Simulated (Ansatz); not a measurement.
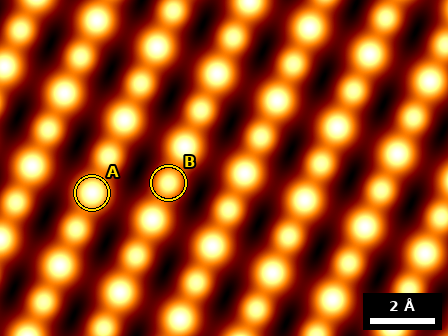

Integrated-DPC-like image of CoSi$_{2}$ (P6/mmm, No. 191) along [210]. Simulated as the projected potential of neutral atoms (B = 0.3 Å²) blurred by a 0.51 Å probe, the thin-sample limit of integrated differential phase contrast. The display is stretched by a gamma of 0.65; percentages refer to the linear signal. Model: coordinates from a relaxation with DFT PBEsol, scalar-relativistic, plane waves, PAW in Ansatz; the starting structure was generated, so it need not be a known form of this composition.

```
Co Si
1.0
     4.11112    0.00000    0.00000
    -2.05556    3.56034    0.00000
     0.00000    0.00000    2.49086
Co Si
1 2
Direct
  0.00000 0.00000 0.00000
  0.33333 0.66667 0.50000
  0.66667 0.33333 0.50000
```

Question: Assign the marked columns.

Answer: A: Si (2 Si per 7.12 Å along the beam; the brightest kind). B: Co (1 Co per 7.12 Å along the beam; about 80 % of the brightest peak). Brightness is counted from the darkest point of the image.
